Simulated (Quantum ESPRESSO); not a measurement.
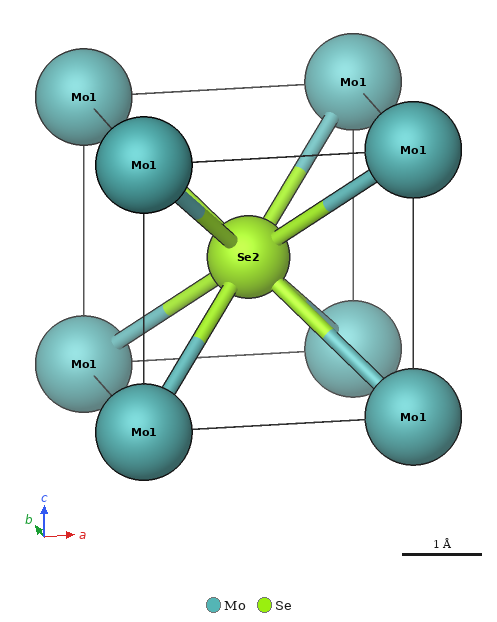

*The input geometry (ball-and-stick view of the cell of the calculation, seen slightly off an axis; atoms are numbered from 1 in the order of the input). An atom can appear more than once, as a periodic image.*

# Run report: MoSe, single-point calculation

The run: single-point calculation of MoSe (Pm-3m, 2 atoms in the cell). Method and program: Kohn-Sham DFT of a periodic cell, PBE, SSSP 1.3 efficiency PBE, no spin polarisation (Quantum ESPRESSO 7.5).

The structure was made by swapping elements on the sites of another compound; it need not be a known phase.

**Log**
```
This program is part of the open-source Quantum ESPRESSO suite
     for quantum simulation of materials; please cite
         "P. Giannozzi et al., J. Phys.:Condens. Matter 21 395502 (2009);
         "P. Giannozzi et al., J. Phys.:Condens. Matter 29 465901 (2017);
         "P. Giannozzi et al., J. Chem. Phys. 152 154105 (2020);
          URL
     in publications or presentations arising from this work. More details at

     Message from routine setup:
     using ibrav=0 with symmetry is DISCOURAGED, use correct ibrav instead

     G-vector sticks info
     --------------------
     sticks:   dense  smooth     PW     G-vecs:    dense   smooth      PW
     Sum        1533     845    253                45025    18037    3071

     Using Slab Decomposition

     bravais-lattice index     =            0
     lattice parameter (alat)  =       6.6145  a.u.
     unit-cell volume          =     289.3918 (a.u.)^3
     number of atoms/cell      =            2
     number of atomic types    =            2
     number of electrons       =        20.00
     number of Kohn-Sham states=           16
     kinetic-energy cutoff     =      60.0000  Ry
     charge density cutoff     =     440.0000  Ry
     scf convergence threshold =      4.0E-10
     mixing beta               =       0.5000
     number of iterations used =            8  plain     mixing
     Exchange-correlation= SLA  PW   PBE  PBE
                           (   1   4   3   4   0   0   0)

     celldm(1)=   6.614475  celldm(2)=   0.000000  celldm(3)=   0.000000
     celldm(4)=   0.000000  celldm(5)=   0.000000  celldm(6)=   0.000000

     crystal axes: (cart. coord. in units of alat)
               a(1) = (   1.000000   0.000000   0.000000 )
               a(2) = (   0.000000   1.000000   0.000000 )
               a(3) = (   0.000000   0.000000   1.000000 )

     reciprocal axes: (cart. coord. in units 2 pi/alat)
               b(1) = (  1.000000  0.000000  0.000000 )
               b(2) = (  0.000000  1.000000  0.000000 )
               b(3) = (  0.000000  0.000000  1.000000 )

     PseudoPot. # 1 for Mo read from file:
     Mo_ONCV_PBE-1.0.oncvpsp.upf
     Pseudo is Norm-conserving, Zval = 14.0
     Generated using ONCVPSP code by D. R. Hamann
     Using radial grid of 1526 points,  6 beta functions with:
                l(1) =   0
                l(2) =   0
                l(3) =   1
                l(4) =   1
                l(5) =   2
                l(6) =   2

     PseudoPot. # 2 for Se read from file:
     Se_pbe_v1.uspp.F.UPF
     Pseudo is Ultrasoft + core correction, Zval =  6.0
     Generated by new atomic code, or converted to UPF format
     Using radial grid of  877 points,  6 beta functions with:
                l(1) =   0
                l(2) =   0
                l(3) =   1
                l(4) =   1
                l(5) =   2
                l(6) =   2
     Q(r) pseudized with  8 coefficients,  rinner =    1.300   1.300   1.300
                                                       1.300   1.300

     atomic species   valence    mass     pseudopotential
     Mo               14.00    95.95000     Mo( 1.00)
     Se                6.00    78.97100     Se( 1.00)

     48 Sym. Ops., with inversion, found

   Cartesian axes

     site n.     atom                  positions (alat units)
         1        Mo     tau(   1) = (   0.0000000   0.0000000   0.0000000  )
         2        Se     tau(   2) = (   0.5000000   0.5000000   0.5000000  )

     number of k points=    35  Fermi-Dirac smearing, width (Ry)=  0.0037
                       cart. coord. in units 2pi/alat
        k(    1) = (   0.0000000   0.0000000   0.0000000), wk =   0.0039062
        k(    2) = (   0.0000000   0.0000000   0.1250000), wk =   0.0234375
        k(    3) = (   0.0000000   0.0000000   0.2500000), wk =   0.0234375
        k(    4) = (   0.0000000   0.0000000   0.3750000), wk =   0.0234375
        k(    5) = (   0.0000000   0.0000000  -0.5000000), wk =   0.0117188
        k(    6) = (   0.0000000   0.1250000   0.1250000), wk =   0.0468750
        k(    7) = (   0.0000000   0.1250000   0.2500000), wk =   0.0937500
        k(    8) = (   0.0000000   0.1250000   0.3750000), wk =   0.0937500
        k(    9) = (   0.0000000   0.1250000  -0.5000000), wk =   0.0468750
        k(   10) = (   0.0000000   0.2500000   0.2500000), wk =   0.0468750
        k(   11) = (   0.0000000   0.2500000   0.3750000), wk =   0.0937500
        k(   12) = (   0.0000000   0.2500000  -0.5000000), wk =   0.0468750
        k(   13) = (   0.0000000   0.3750000   0.3750000), wk =   0.0468750
        k(   14) = (   0.0000000   0.3750000  -0.5000000), wk =   0.0468750
        k(   15) = (   0.0000000  -0.5000000  -0.5000000), wk =   0.0117188
        k(   16) = (   0.1250000   0.1250000   0.1250000), wk =   0.0312500
        k(   17) = (   0.1250000   0.1250000   0.2500000), wk =   0.0937500
        k(   18) = (   0.1250000   0.1250000   0.3750000), wk =   0.0937500
        k(   19) = (   0.1250000   0.1250000  -0.5000000), wk =   0.0468750
        k(   20) = (   0.1250000   0.2500000   0.2500000), wk =   0.0937500
        k(   21) = (   0.1250000   0.2500000   0.3750000), wk =   0.1875000
        k(   22) = (   0.1250000   0.2500000  -0.5000000), wk =   0.0937500
        k(   23) = (   0.1250000   0.3750000   0.3750000), wk =   0.0937500
        k(   24) = (   0.1250000   0.3750000  -0.5000000), wk =   0.0937500
        k(   25) = (   0.1250000  -0.5000000  -0.5000000), wk =   0.0234375
        k(   26) = (   0.2500000   0.2500000   0.2500000), wk =   0.0312500
        k(   27) = (   0.2500000   0.2500000   0.3750000), wk =   0.0937500
        k(   28) = (   0.2500000   0.2500000  -0.5000000), wk =   0.0468750
        k(   29) = (   0.2500000   0.3750000   0.3750000), wk =   0.0937500
        k(   30) = (   0.2500000   0.3750000  -0.5000000), wk =   0.0937500
        k(   31) = (   0.2500000  -0.5000000  -0.5000000), wk =   0.0234375
        k(   32) = (   0.3750000   0.3750000   0.3750000), wk =   0.0312500
        k(   33) = (   0.3750000   0.3750000  -0.5000000), wk =   0.0468750
        k(   34) = (   0.3750000  -0.5000000  -0.5000000), wk =   0.0234375
        k(   35) = (  -0.5000000  -0.5000000  -0.5000000), wk =   0.0039062

     Dense  grid:    45025 G-vectors     FFT dimensions: (  45,  45,  45)

     Smooth grid:    18037 G-vectors     FFT dimensions: (  36,  36,  36)

     Initial potential from superposition of free atoms

     starting charge      19.9989, renormalised to      20.0000
     Starting wfcs are   14 randomized atomic wfcs +    2 random wfcs

     Self-consistent Calculation

     iteration #  1     ecut=    60.00 Ry     beta= 0.50
     Davidson diagonalization with overlap
     ethr =  1.00E-02,  avg # of iterations =  3.3

     Threshold (ethr) on eigenvalues was too large:
     Diagonalizing with lowered threshold

     Davidson diagonalization with overlap
     ethr =  1.11E-04,  avg # of iterations =  2.8

     total energy              =    -180.62650737 Ry
     estimated scf accuracy    <       0.02227847 Ry

     iteration #  2     ecut=    60.00 Ry     beta= 0.50
     Davidson diagonalization with overlap
     ethr =  1.11E-04,  avg # of iterations =  2.3

     total energy              =    -180.63000648 Ry
     estimated scf accuracy    <       0.02791094 Ry

     iteration #  3     ecut=    60.00 Ry     beta= 0.50
     Davidson diagonalization with overlap
     ethr =  1.11E-04,  avg # of iterations =  1.7

     total energy              =    -180.63476677 Ry
     estimated scf accuracy    <       0.00049381 Ry

     iteration #  4     ecut=    60.00 Ry     beta= 0.50
     Davidson diagonalization with overlap
     ethr =  2.47E-06,  avg # of iterations =  3.5

     total energy              =    -180.63485766 Ry
     estimated scf accuracy    <       0.00005119 Ry

     iteration #  5     ecut=    60.00 Ry     beta= 0.50
     Davidson diagonalization with overlap
     ethr =  2.56E-07,  avg # of iterations =  3.3

     total energy              =    -180.63487052 Ry
     estimated scf accuracy    <       0.00000211 Ry

     iteration #  6     ecut=    60.00 Ry     beta= 0.50
     Davidson diagonalization with overlap
     ethr =  1.05E-08,  avg # of iterations =  3.5

     total energy              =    -180.63487124 Ry
     estimated scf accuracy    <       0.00000003 Ry

     iteration #  7     ecut=    60.00 Ry     beta= 0.50
     Davidson diagonalization with overlap
     ethr =  1.43E-10,  avg # of iterations =  4.1

     total energy              =    -180.63487126 Ry
     estimated scf accuracy    <          7.4E-09 Ry

     iteration #  8     ecut=    60.00 Ry     beta= 0.50
     Davidson diagonalization with overlap
     ethr =  3.71E-11,  avg # of iterations =  1.8

     End of self-consistent calculation

          k = 0.0000 0.0000 0.0000 (  2301 PWs)   bands (ev):

   -49.8747 -23.8452 -23.8452 -23.8452  -2.9257   9.3591   9.3591   9.8518
     9.8518   9.8518  11.8725  11.8725  11.8725  12.2126  19.8342  19.8342

          k = 0.0000 0.0000 0.1250 (  2269 PWs)   bands (ev):

   -49.8740 -23.8571 -23.8442 -23.8442  -2.8169   8.2388   9.4276   9.6316
     9.6316  10.2092  11.8959  12.1910  12.1910  13.1648  19.4624  20.2189

          k = 0.0000 0.0000 0.2500 (  2268 PWs)   bands (ev):

   -49.8725 -23.8857 -23.8417 -23.8417  -2.5306   6.6403   9.2339   9.2339
     9.6031  10.9910  11.9534  12.8782  12.8782  14.4385  18.6516  20.5570

          k = 0.0000 0.0000 0.3750 (  2272 PWs)   bands (ev):

   -49.8709 -23.9142 -23.8392 -23.8392  -2.2005   5.4345   8.9269   8.9269
     9.7958  12.0077  12.0123  13.5873  13.5873  15.2210  17.9204  19.2254

          k = 0.0000 0.0000-0.5000 (  2272 PWs)   bands (ev):

   -49.8702 -23.9259 -23.8381 -23.8381  -2.0461   4.9788   8.8153   8.8153
     9.8816  12.0371  12.5740  13.9217  13.9217  15.4869  17.6323  18.3750

          k = 0.0000 0.1250 0.1250 (  2261 PWs)   bands (ev):

   -49.8734 -23.8564 -23.8556 -23.8431  -2.7137   8.1294   8.4527   9.5265
     9.7899  10.7838  11.7316  11.8636  12.5479  14.1698  19.5988  20.2513

          k = 0.0000 0.1250 0.2500 (  2272 PWs)   bands (ev):

   -49.8718 -23.8845 -23.8533 -23.8407  -2.4436   6.7352   8.4566   9.2802
     9.9237  11.2599  11.7035  12.2124  13.0578  15.3938  19.1197  19.7667

          k = 0.0000 0.1250 0.3750 (  2270 PWs)   bands (ev):

   -49.8702 -23.9127 -23.8506 -23.8382  -2.1346   5.5983   8.4890   9.0500
     9.9542  11.7947  12.0341  12.7607  13.4762  16.1123  18.0126  18.5629

          k = 0.0000 0.1250-0.5000 (  2278 PWs)   bands (ev):

   -49.8696 -23.9244 -23.8495 -23.8372  -1.9913   5.1668   8.4825   8.9595
     9.9725  11.8489  12.5472  12.9831  13.6454  16.5701  16.9284  18.3573

          k = 0.0000 0.2500 0.2500 (  2266 PWs)   bands (ev):

   -49.8702 -23.8823 -23.8805 -23.8383  -2.2183   6.7336   7.5571   9.3656
    10.1596  11.4067  11.7206  11.7525  13.1797  16.1658  18.5866  20.2132

          k = 0.0000 0.2500 0.3750 (  2269 PWs)   bands (ev):

   -49.8687 -23.9093 -23.8783 -23.8359  -1.9666   6.0334   7.6172   9.3934
    10.1270  11.3770  11.8381  12.2509  13.0475  15.8323  18.0834  20.3697

          k = 0.0000 0.2500-0.5000 (  2270 PWs)   bands (ev):

   -49.8680 -23.9208 -23.8770 -23.8349  -1.8524   5.6884   7.7359   9.3842
    10.0639  11.4507  11.9888  12.5120  12.9149  15.5355  17.8444  20.2805

          k = 0.0000 0.3750 0.3750 (  2266 PWs)   bands (ev):

   -49.8671 -23.9063 -23.9054 -23.8336  -1.7835   6.4579   6.9818   9.8392
     9.9599  11.1013  11.5071  12.3806  12.4720  15.0850  18.8990  20.6363

          k = 0.0000 0.3750-0.5000 (  2260 PWs)   bands (ev):

   -49.8665 -23.9172 -23.9044 -23.8326  -1.7025   6.3824   7.0531   9.7653
    10.0634  11.1091  11.3999  11.9468  12.6403  14.8771  19.1082  20.5517

          k = 0.0000-0.5000-0.5000 (  2216 PWs)   bands (ev):

   -49.8658 -23.9157 -23.9157 -23.8317  -1.6366   6.7845   6.7845   9.4368
    10.9152  10.9800  10.9800  11.2061  12.7725  14.7516  20.0498  20.0498

          k = 0.1250 0.1250 0.1250 (  2253 PWs)   bands (ev):

   -49.8727 -23.8558 -23.8545 -23.8545  -2.6153   8.1532   8.4471   8.4471
    10.4996  10.4996  12.0265  12.1682  12.1682  14.9182  20.0564  20.0564

          k = 0.1250 0.1250 0.2500 (  2275 PWs)   bands (ev):

   -49.8712 -23.8832 -23.8527 -23.8519  -2.3584   6.8520   8.4026   8.6170
    10.1980  11.1377  11.7179  12.3667  12.9192  15.8278  19.5501  19.7081

          k = 0.1250 0.1250 0.3750 (  2271 PWs)   bands (ev):

   -49.8696 -23.9113 -23.8500 -23.8493  -2.0665   5.7540   8.3161   8.8780
    10.0986  11.4789  11.9749  12.4859  13.6136  16.2531  18.1853  19.0316

          k = 0.1250 0.1250-0.5000 (  2260 PWs)   bands (ev):

   -49.8689 -23.9230 -23.8489 -23.8482  -1.9320   5.3380   8.2702   8.9623
    10.0926  11.5974  12.1526  12.5949  13.9239  16.6857  17.1211  18.9880

          k = 0.1250 0.2500 0.2500 (  2266 PWs)   bands (ev):

   -49.8696 -23.8811 -23.8793 -23.8497  -2.1382   6.9165   7.5165   8.6434
    10.3740  11.0737  11.7855  12.2561  13.1211  16.0412  19.1548  20.4025

          k = 0.1250 0.2500 0.3750 (  2273 PWs)   bands (ev):

   -49.8680 -23.9080 -23.8772 -23.8472  -1.8923   6.1576   7.5550   8.9140
    10.3071  11.1838  11.5766  12.4499  13.4092  15.8421  18.3181  19.6809

          k = 0.1250 0.2500-0.5000 (  2266 PWs)   bands (ev):

   -49.8674 -23.9194 -23.8759 -23.8461  -1.7809   5.8012   7.6144   9.1264
    10.2494  11.2319  11.3657  12.6302  13.6075  15.7169  17.9660  19.0959

          k = 0.1250 0.3750 0.3750 (  2257 PWs)   bands (ev):

   -49.8665 -23.9050 -23.9041 -23.8447  -1.7017   6.5175   6.8974   9.1042
    10.2058  11.2214  11.2292  12.5786  13.0629  15.2188  18.5159  19.7129

          k = 0.1250 0.3750-0.5000 (  2276 PWs)   bands (ev):

   -49.8658 -23.9158 -23.9031 -23.8437  -1.6169   6.3792   6.9502   9.2921
     9.9850  11.1373  11.2138  12.6957  12.9518  14.9674  18.7379  19.2548

          k = 0.1250-0.5000-0.5000 (  2272 PWs)   bands (ev):

   -49.8652 -23.9144 -23.9144 -23.8427  -1.5444   6.6814   6.6814   9.3337
     9.7468  11.2274  11.2274  12.5557  12.7810  14.7604  19.1297  19.1297

          k = 0.2500 0.2500 0.2500 (  2256 PWs)   bands (ev):

   -49.8680 -23.8789 -23.8765 -23.8765  -1.9313   7.4110   7.4110   7.4181
    10.8250  10.8250  11.5529  12.9790  12.9790  15.7214  19.4910  19.4910

          k = 0.2500 0.2500 0.3750 (  2270 PWs)   bands (ev):

   -49.8665 -23.9047 -23.8751 -23.8736  -1.7010   6.4412   7.2974   8.0570
    10.7455  11.0925  11.2632  12.7743  13.6718  15.6915  18.1247  18.5067

          k = 0.2500 0.2500-0.5000 (  2278 PWs)   bands (ev):

   -49.8658 -23.9160 -23.8739 -23.8725  -1.5970   6.0745   7.2487   8.4111
    10.7370  10.9195  11.2417  12.7872  14.0136  15.8891  17.5388  17.7881

          k = 0.2500 0.3750 0.3750 (  2281 PWs)   bands (ev):

   -49.8649 -23.9018 -23.9010 -23.8716  -1.4890   6.6177   6.7061   7.8471
    10.7477  11.2941  11.4923  12.9293  13.6464  15.4534  17.3148  18.0544

          k = 0.2500 0.3750-0.5000 (  2282 PWs)   bands (ev):

   -49.8643 -23.9126 -23.9001 -23.8704  -1.3937   6.3454   6.7181   7.8950
    10.6724  11.4895  11.6181  12.8467  13.8101  15.2083  17.3264  17.5164

          k = 0.2500-0.5000-0.5000 (  2284 PWs)   bands (ev):

   -49.8636 -23.9112 -23.9112 -23.8693  -1.3026   6.4553   6.4553   7.7470
    10.6324  11.9081  11.9081  12.8017  13.5413  14.7494  17.4385  17.4385

          k = 0.3750 0.3750 0.3750 (  2290 PWs)   bands (ev):

   -49.8634 -23.8990 -23.8979 -23.8979  -1.2500   6.5293   6.5293   6.9955
    11.4784  11.7256  11.7256  13.5701  13.5701  15.4934  16.4892  16.4892

          k = 0.3750 0.3750-0.5000 (  2288 PWs)   bands (ev):

   -49.8627 -23.9093 -23.8974 -23.8966  -1.1411   6.2844   6.4596   6.8763
    11.7549  11.8093  12.3865  13.0405  14.1381  15.4984  15.6028  16.2643

          k = 0.3750-0.5000-0.5000 (  2288 PWs)   bands (ev):

   -49.8621 -23.9080 -23.9080 -23.8957  -1.0254   6.2535   6.2535   6.6020
    11.9120  12.8225  12.9232  12.9232  14.0441  14.5784  15.7385  15.7385

          k =-0.5000-0.5000-0.5000 (  2272 PWs)   bands (ev):

   -49.8615 -23.9066 -23.9066 -23.9066  -0.8968   6.1755   6.1755   6.1755
    12.8312  12.8312  14.1936  14.1936  14.1936  14.2327  14.2327  14.2327

     the Fermi energy is    11.4751 ev

!    total energy              =    -180.63487127 Ry
     estimated scf accuracy    <          4.8E-12 Ry
     smearing contrib. (-TS)   =      -0.00211444 Ry
     internal energy E=F+TS    =    -180.63275683 Ry

     The total energy is F=E-TS. E is the sum of the following terms:
     one-electron contribution =     -46.06148227 Ry
     hartree contribution      =      30.32656927 Ry
     xc contribution           =     -45.01255853 Ry
     ewald contribution        =    -119.88528529 Ry

     convergence has been achieved in   8 iterations

     Computing stress (Cartesian axis) and pressure

          total   stress  (Ry/bohr**3)                   (kbar)     P=     -262.35
  -0.00178339   0.00000000   0.00000000         -262.35        0.00        0.00
   0.00000000  -0.00178339   0.00000000            0.00     -262.35        0.00
   0.00000000   0.00000000  -0.00178339            0.00        0.00     -262.35

=------------------------------------------------------------------------------=
   JOB DONE.
=------------------------------------------------------------------------------=
```

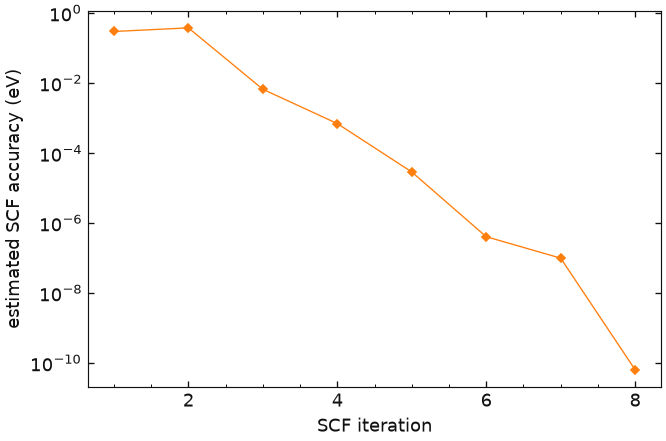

*Convergence of the self-consistent field: estimated SCF accuracy against the iteration.*

The field takes 8 iterations in all.

The run was set up as follows.

**Input**
```
&CONTROL
  calculation = 'scf'
  prefix = 'pwscf'
  outdir = './tmp'
  pseudo_dir = './pseudo'
  tstress = .true.
  disk_io = 'nowf'
/
&SYSTEM
  ibrav = 0
  nat = 2
  ntyp = 2
  ecutwfc = 60
  ecutrho = 440
  nbnd = 16
  occupations = 'smearing'
  smearing = 'fd'
  degauss = 0.00367493
/
&ELECTRONS
  conv_thr = 4d-10
  electron_maxstep = 120
  mixing_beta = 0.5
/
ATOMIC_SPECIES
Mo    95.9500 Mo_ONCV_PBE-1.0.oncvpsp.upf
Se    78.9710 Se_pbe_v1.uspp.F.UPF
CELL_PARAMETERS angstrom
   3.5002295900    0.0000000000    0.0000000000
   0.0000000000    3.5002295900    0.0000000000
   0.0000000000    0.0000000000    3.5002295900
ATOMIC_POSITIONS crystal
Mo     0.0000000000    0.0000000000    0.0000000000
Se     0.5000000000    0.5000000000    0.5000000000
K_POINTS automatic
8 8 8 0 0 0
```

Command:
```bash
OMP_NUM_THREADS=1 pw.x -in pw.in > pw.out
```

**Key numbers**

| quantity | value |
| --- | --- |
| outcome | converged |
| space group (tolerance 0.01 Å) | Pm-3m (221) |
| electrons treated | 20 |
| free energy | −2457.6626 eV |
| Fermi energy | 11.475 eV |
| gap on the k-point mesh | none (metallic) |
| pressure | −26.23 GPa |
| hardware | 1 thread of Arm Neoverse V1, 112 GiB of memory available, shared host |
| wall time | 22 s |
| peak memory | 0.2 GiB |

**Notes**

The cell is under a tension of 26 GPa at this level, so it is not at its equilibrium volume.
